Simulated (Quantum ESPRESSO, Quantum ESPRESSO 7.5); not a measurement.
**stanene, 1 layer: a series in the field along the normal**

Wanted: a table for stanene, 1 layer against the field along the normal, and what can be fitted to it.

Method: plane-wave DFT, PBE, PseudoDojo fully relativistic norm-conserving pseudopotentials (geometry by pw.x at PBE-D3(BJ), GBRV ultrasoft), in Quantum ESPRESSO 7.5.

## 1. The structure

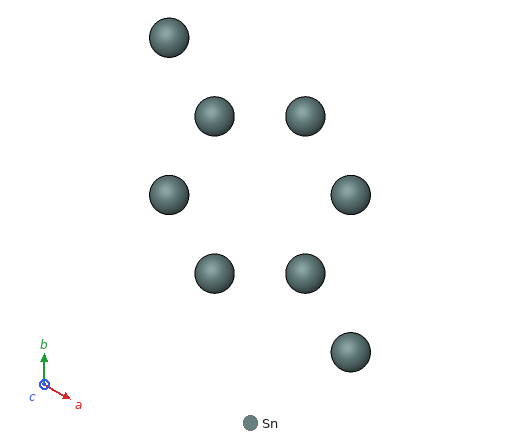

The starting structure, seen from above (tin teal). 2×2×1 cells are drawn.

The cell holds 2 atoms: 2 Sn. Cell: a = 4.670 Å, b = 4.670 Å, c = 17.850 Å, α = 90.0°, β = 90.0°, γ = 120.0°. It derives from Sn. Vacuum lies along c.

Set-up: Cell and atoms are relaxed without a field with a D3(BJ) correction and then held. Sawtooth field with dipole correction, 17 Å of vacuum in the starting cell, Fermi-Dirac smearing of 0.002 Ry; bands along a path at each field. Spin-orbit coupling with fully relativistic files.

Members -0.1, 0.2 and -0.2 took the same steps and show in the table alone.

## 2. Relaxing cell and ions of the reference

What the set-up leaves free in this member is relaxed.

The input, ref.relax.in:

```
&control
  prefix = 'ref.relax'
  outdir = './out'
  pseudo_dir = './pseudo'
  nstep = 80
  forc_conv_thr = 0.0004
  calculation = 'vc-relax'
  etot_conv_thr = 1e-06
/
&system
  ibrav = 0
  nat = 2
  ntyp = 1
  ecutwfc = 50
  ecutrho = 250
  vdw_corr = 'grimme-d3'
  dftd3_version = 4
  occupations = 'smearing'
  smearing = 'fd'
  degauss = 0.004
/
&electrons
  conv_thr = 1e-09
  mixing_beta = 0.4
  electron_maxstep = 120
  mixing_mode = 'plain'
/
&ions
/
&cell
  cell_dofree = '2Dxy'
  press_conv_thr = 0.3
/
ATOMIC_SPECIES
  Sn  118.7100  sn_pbe_v1.4.uspp.F.UPF
CELL_PARAMETERS angstrom
  4.67000000000000 0.00000000000000 0.00000000000000
  -2.33500000000000 4.04433863567333 0.00000000000000
  0.00000000000000 0.00000000000000 17.85000000000000
ATOMIC_POSITIONS crystal
  Sn  0.666666666700 0.333333333300 0.476190476190
  Sn  0.333333333300 0.666666666700 0.523809523810
K_POINTS automatic
  6 6 1 0 0 0
```

On the command line:

```bash
OMP_NUM_THREADS=1 mpirun -n 4 pw.x -nk 2 -in ref.relax.in > ref.relax.out
```

The program printed:

```text
Program PWSCF v.7.5 starts
[citation notice left out]

     Parallel version (MPI & OpenMP), running on       4 processor cores
     Number of MPI processes:                 4
     Threads/MPI process:                     1

     MPI processes distributed on     1 nodes
[...]
Current dimensions of program PWSCF are:
     Max number of different atomic species (ntypx) = 10
     Max number of k-points (npk) =  40000
     Max angular momentum in pseudopotentials (lmaxx) =  4
     Message from routine setup:
     using ibrav=0 with symmetry is DISCOURAGED, use correct ibrav instead

     K-points division:     npool     =       2
     R & G space division:  proc/nbgrp/npool/nimage =       2
     Subspace diagonalization in iterative solution of the eigenvalue problem:
     a serial algorithm will be used

     Parallelization info
     --------------------
     sticks:   dense  smooth     PW     G-vecs:    dense   smooth      PW
     Min         672     534    156                75942    54368    8308
     Max         673     535    157                75955    54383    8309
     Sum        1345    1069    313               151897   108751   16617

     Using Slab Decomposition

     bravais-lattice index     =            0
     lattice parameter (alat)  =       8.8250  a.u.
     unit-cell volume          =    2275.0933 (a.u.)^3
     number of atoms/cell      =            2
     number of atomic types    =            1
     number of electrons       =        28.00
     number of Kohn-Sham states=           18
     kinetic-energy cutoff     =      50.0000  Ry
     charge density cutoff     =     250.0000  Ry
     scf convergence threshold =      1.0E-09
     mixing beta               =       0.4000
     number of iterations used =            8  plain     mixing
     energy convergence thresh.=      1.0E-06
     force convergence thresh. =      4.0E-04
     press convergence thresh. =      3.0E-01
     Exchange-correlation=  SLA  PW   PBX  PBC
                           (   1   4   3   4   0   0   0)
     nstep                     =           80

     celldm(1)=   8.825021  celldm(2)=   0.000000  celldm(3)=   0.000000
     celldm(4)=   0.000000  celldm(5)=   0.000000  celldm(6)=   0.000000

     crystal axes: (cart. coord. in units of alat)
               a(1) = (   1.000000   0.000000   0.000000 )
               a(2) = (  -0.500000   0.866025   0.000000 )
               a(3) = (   0.000000   0.000000   3.822270 )

     reciprocal axes: (cart. coord. in units 2 pi/alat)
               b(1) = (  1.000000  0.577350 -0.000000 )
               b(2) = (  0.000000  1.154701  0.000000 )
               b(3) = (  0.000000 -0.000000  0.261625 )

     PseudoPot. # 1 for Sn read from file:
     ./pseudo/sn_pbe_v1.4.uspp.F.UPF
     Pseudo is Ultrasoft + core correction, Zval = 14.0
     Generated by new atomic code, or converted to UPF format
     Using radial grid of  891 points,  6 beta functions with:
                l(1) =   0
                l(2) =   0
                l(3) =   1
                l(4) =   1
                l(5) =   2
                l(6) =   2
     Q(r) pseudized with  8 coefficients,  rinner =    1.350   1.350   1.350
                                                       1.350   1.350

     atomic species   valence    mass     pseudopotential
     Sn               14.00   118.71000     Sn( 1.00)

     12 Sym. Ops., with inversion, found

   Cartesian axes

     site n.     atom                  positions (alat units)
         1        Sn     tau(   1) = (   0.5000000   0.2886751   1.8201285  )
         2        Sn     tau(   2) = (  -0.0000000   0.5773503   2.0021413  )

     --------------------------------------------
     DFT-D3 Dispersion Correction (3-body terms):
     --------------------------------------------
       Reference C6 values for interpolation:

         atom   Coordination number   C6
         Sn         0.000          1255.14
         Sn         0.951          1084.09
         Sn         1.950          1010.83
         Sn         2.926           818.29
         Sn         3.912           672.20

       Values used:

         atom   Coordination number  R0_AB[au]  C6      C8
         Sn         2.936            3.957    818.53 102734.96
         Sn         2.936            3.957    818.53 102734.96

         Molecular C6 ( Ry / a.u.^6 ) =      3274.13

     number of k points=     7  Fermi-Dirac smearing, width (Ry)=  0.0040
                       cart. coord. in units 2pi/alat
        k(    1) = (   0.0000000   0.0000000   0.0000000), wk =   0.0555556
        k(    2) = (   0.0000000   0.1924501   0.0000000), wk =   0.3333333
        k(    3) = (   0.0000000   0.3849002   0.0000000), wk =   0.3333333
        k(    4) = (   0.0000000  -0.5773503   0.0000000), wk =   0.1666667
        k(    5) = (   0.1666667   0.2886751   0.0000000), wk =   0.3333333
        k(    6) = (   0.1666667   0.4811252   0.0000000), wk =   0.6666667
        k(    7) = (   0.3333333   0.5773503   0.0000000), wk =   0.1111111

     Dense  grid:   151897 G-vectors     FFT dimensions: (  45,  45, 180)

     Smooth grid:   108751 G-vectors     FFT dimensions: (  40,  40, 160)

     Estimated max dynamical RAM per process >     176.27 MB

     Estimated total dynamical RAM >     668.00 MB

     Check: negative core charge=   -0.000002

     Initial potential from superposition of free atoms

     starting charge      25.9999, renormalised to      28.0000

     negative rho (up, down):  4.198E-04 0.000E+00
     Starting wfcs are   18 randomized atomic wfcs

     total cpu time spent up to now is        0.8 secs

     per-process dynamical memory:    60.2 Mb

     Self-consistent Calculation

     iteration #  1     ecut=    50.00 Ry     beta= 0.40
     Davidson diagonalization with overlap
     ethr =  1.00E-02,  avg # of iterations =  6.3

     negative rho (up, down):  3.484E-04 0.000E+00

     total cpu time spent up to now is        2.2 secs

     total energy              =    -318.24366060 Ry
     estimated scf accuracy    <       2.22786628 Ry

     iteration #  2     ecut=    50.00 Ry     beta= 0.40
[...]
negative rho (up, down):  3.567E-04 0.000E+00

[...]
total energy              =    -318.35156945 Ry
     estimated scf accuracy    <       0.18952215 Ry

     iteration #  3     ecut=    50.00 Ry     beta= 0.40
[...]
negative rho (up, down):  4.477E-04 0.000E+00

[...]
total energy              =    -318.43832163 Ry
     estimated scf accuracy    <       0.01685805 Ry

[...]
Self-consistent Calculation

     iteration #  1     ecut=    50.00 Ry     beta= 0.40
     Davidson diagonalization with overlap
     ethr =  1.00E-06,  avg # of iterations =  3.0

     Threshold (ethr) on eigenvalues was too large:
     Diagonalizing with lowered threshold

     Davidson diagonalization with overlap
     ethr =  1.23E-09,  avg # of iterations =  7.0

     negative rho (up, down):  5.208E-04 0.000E+00

     total cpu time spent up to now is       28.9 secs

     total energy              =    -318.44679705 Ry
     estimated scf accuracy    <       0.00000029 Ry

[...]
iteration #  6     ecut=    50.00 Ry     beta= 0.40
[...]
negative rho (up, down):  5.217E-04 0.000E+00

[...]
End of self-consistent calculation

[...]
the Fermi energy is    -1.8463 ev

!    total energy              =    -318.44679707 Ry
     estimated scf accuracy    <          1.0E-11 Ry
     smearing contrib. (-TS)   =      -0.00065698 Ry
     internal energy E=F+TS    =    -318.44614008 Ry

     The total energy is F=E-TS. E is the sum of the following terms:
     one-electron contribution =    -765.42884195 Ry
     hartree contribution      =     390.40716710 Ry
     xc contribution           =     -85.86653595 Ry
     ewald contribution        =     142.46538204 Ry
     DFT-D3 Dispersion         =      -0.02331132 Ry

     convergence has been achieved in   6 iterations

     negative rho (up, down):  5.217E-04 0.000E+00

     Forces acting on atoms (cartesian axes, Ry/au):

     atom    1 type  1   force =     0.00000000    0.00000000   -0.00083962
     atom    2 type  1   force =     0.00000000    0.00000000    0.00083962

     Total force =     0.001187     Total SCF correction =     0.000024

     Computing stress (Cartesian axis) and pressure

     negative rho (up, down):  5.217E-04 0.000E+00
          total   stress  (Ry/bohr**3)                   (kbar)     P=       -4.32
  -0.00003176   0.00000000   0.00000000           -4.67        0.00        0.00
   0.00000000  -0.00003176   0.00000000            0.00       -4.67        0.00
  -0.00000000  -0.00000000  -0.00002468           -0.00       -0.00       -3.63

     Energy error            =      1.4E-04 Ry
     Gradient error          =      8.4E-04 Ry/Bohr
     Cell gradient error     =      4.7E+00 kbar

     number of scf cycles    =   3
     number of bfgs steps    =   2

     enthalpy           old  =    -318.4466526209 Ry
     enthalpy           new  =    -318.4467970664 Ry

     CASE: enthalpy          _new < enthalpy          _old

     new trust radius        =       0.0138452084 bohr
     new conv_thr            =            2.1E-11 Ry

     new unit-cell volume =   2260.10925 a.u.^3 (   334.91364 Ang^3 )
     density =      1.17715 g/cm^3

CELL_PARAMETERS (angstrom)
   4.654595979   0.000000000   0.000000000
  -2.327297990   4.030998362   0.000000000
   0.000000000   0.000000000  17.850000000

ATOMIC_POSITIONS (crystal)
Sn               0.6666666667        0.3333333333        0.4761138599
Sn               0.3333333333        0.6666666667        0.5238861401

[...]
NEW-OLD atomic charge density approx. for the potential
     New effective cutoffs (rho, wfc):  251.47   50.33

     Check: negative core charge=   -0.000002

     negative rho (up, down):  5.101E-04 0.000E+00

     total cpu time spent up to now is       36.6 secs

     per-process dynamical memory:    68.5 Mb

[...]
!    total energy              =    -318.44700100 Ry
[...]
Total force =     0.001486     Total SCF correction =     0.000032
[...]
number of bfgs steps    =   3
[...]
new trust radius        =       0.0207678126 bohr
[...]
!    total energy              =    -318.44727834 Ry
[...]
Total force =     0.001914     Total SCF correction =     0.000008
[...]
number of bfgs steps    =   4
[...]
new trust radius        =       0.0311517189 bohr
[...]
!    total energy              =    -318.44762903 Ry
[...]
Total force =     0.002484     Total SCF correction =     0.000018
[...]
number of bfgs steps    =   5
[...]
new trust radius        =       0.0467275784 bohr
[...]
!    total energy              =    -318.44800711 Ry
[...]
Total force =     0.003314     Total SCF correction =     0.000008
[...]
number of bfgs steps    =   6
[...]
new trust radius        =       0.0700913676 bohr
[...]
!    total energy              =    -318.44824194 Ry
[...]
Total force =     0.004883     Total SCF correction =     0.000004
[...]
number of bfgs steps    =   7
[...]
new trust radius        =       0.0070488023 bohr
[...]
!    total energy              =    -318.44826776 Ry
[...]
Total force =     0.004689     Total SCF correction =     0.000010
[...]
number of bfgs steps    =   8
[...]
WARNING: bfgs curvature condition failed, Theta= 0.915
     new trust radius        =       0.0077536825 bohr
[...]
!    total energy              =    -318.44830641 Ry
[...]
Total force =     0.004229     Total SCF correction =     0.000018
[...]
number of bfgs steps    =   9
[...]
new trust radius        =       0.0116305237 bohr
[...]
!    total energy              =    -318.44835857 Ry
[...]
Total force =     0.003467     Total SCF correction =     0.000045
[...]
number of bfgs steps    =  10
[...]
new trust radius        =       0.0174457856 bohr
[...]
!    total energy              =    -318.44841865 Ry
[...]
Total force =     0.002328     Total SCF correction =     0.000015
[...]
number of bfgs steps    =  11
[...]
new trust radius        =       0.0261686784 bohr
[...]
!    total energy              =    -318.44846853 Ry
[...]
Total force =     0.000751     Total SCF correction =     0.000002
[...]
number of bfgs steps    =  12
[...]
new trust radius        =       0.0153597674 bohr
[...]
!    total energy              =    -318.44847432 Ry
[...]
Total force =     0.000253     Total SCF correction =     0.000004
[...]
number of bfgs steps    =  13
[...]
new trust radius        =       0.0035044815 bohr
[...]
!    total energy              =    -318.44847474 Ry
[...]
Total force =     0.000013     Total SCF correction =     0.000000
[...]
Self-consistent Calculation

     iteration #  1     ecut=    50.00 Ry     beta= 0.40
     Davidson diagonalization with overlap
     c_bands:  4 eigenvalues not converged
     c_bands:  4 eigenvalues not converged
     c_bands:  3 eigenvalues not converged
     c_bands:  2 eigenvalues not converged
     ethr =  1.00E-06,  avg # of iterations = 20.0

     negative rho (up, down):  1.643E-05 0.000E+00

     total cpu time spent up to now is      185.2 secs

     total energy              =    -317.94581336 Ry
     estimated scf accuracy    <       2.77095994 Ry

[...]
iteration # 10     ecut=    50.00 Ry     beta= 0.40
[...]
[key lines of the parts left out:]
total energy              =    -318.44552694 Ry
the Fermi energy is    -1.7266 ev
convergence has been achieved in   7 iterations
```

The job ended after 3.4 min (4 MPI ranks of Arm Neoverse V1, shared host; peak memory 0.83 GiB; 14 min of CPU time).

Relaxation path:

```
step  energy less that of the first step (eV)  largest force (eV/Å)  volume (Å³)
   1                                   0.0000                0.0133       337.13
   2                                  -0.0019                0.0206       336.54
   3                                  -0.0038                0.0216       335.89
   4                                  -0.0066                0.0270       334.91
   5                                  -0.0104                0.0348       333.45
   6                                  -0.0151                0.0452       331.27
   7                                  -0.0203                0.0602       328.00
   8                                  -0.0235                0.0888       323.13
   9                                  -0.0238                0.0853       322.64
  10                                  -0.0244                0.0769       322.15
  11                                  -0.0251                0.0630       321.61
  12                                  -0.0259                0.0423       320.88
  13                                  -0.0266                0.0137       319.65
  14                                  -0.0266                0.0046       318.81
  15                                  -0.0267                0.0002       318.98
  16                                   0.0135                0.0003       318.98
```

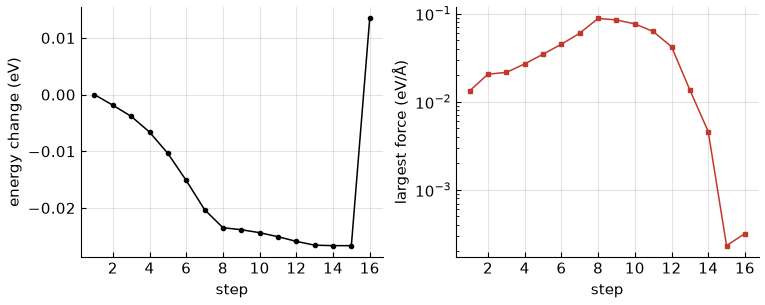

Energy and largest force along the relaxation.

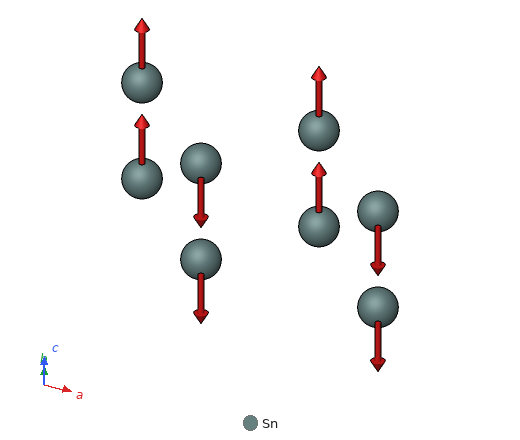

Displacements in the relaxation, exaggerated, measured against the changing cell; the longest in the cell stands for 0.06 Å. 2×2×1 cells are drawn.

```
cell as run  before  after  change
      a (Å)   4.670  4.543  -2.7 %
      b (Å)   4.670  4.543  -2.7 %
```

The atoms that moved most (Å, along periodic axes as changes of fractional coordinates times the final cell, across vacuum about the mean position):

```
atom     dx     dy      dz  length
 Sn1  0.000  0.000  -0.059   0.059
 Sn2  0.000  0.000   0.059   0.059
```

Final coordinates:

```cif
data_structure
_symmetry_space_group_name_H-M 'P 1'
_symmetry_Int_Tables_number 1
_cell_length_a 4.5426
_cell_length_b 4.5426
_cell_length_c 17.8500
_cell_angle_alpha 90.000
_cell_angle_beta 90.000
_cell_angle_gamma 120.000
_cell_volume 318.98
loop_
_atom_site_label
_atom_site_type_symbol
_atom_site_fract_x
_atom_site_fract_y
_atom_site_fract_z
_atom_site_occupancy
Sn1 Sn 0.66667 0.33333 0.47289 1
Sn2 Sn 0.33333 0.66667 0.52711 1
```

 The last row is no step: it is a fresh SCF in the final cell with a new plane-wave basis, +40 meV from the row before, a sign that the cell is biased by the basis (Pulay stress).

Numbers from this step:

```
free energy             : -4332.6721 eV
energy at zero smearing : -4332.6673 eV
Fermi energy            : -1.726 eV
```

(Continued in part 2 of 4.)

[Logs are printed without paths, hosts, clocks, repeated set-up lines and the standing remarks that a program may print on its own settings, such as how far it seeks lower states.]

[Hosts, paths, dates, database ids (printed as entryN), source tags and the programs' standing remarks are cut or masked in the printed files.]

[Maps of the electrostatic potential energy from Ansatz leave out the sawtooth potential of an applied field or a dipole correction, so their vacuum need not be flat; planar profiles and work functions include it.]
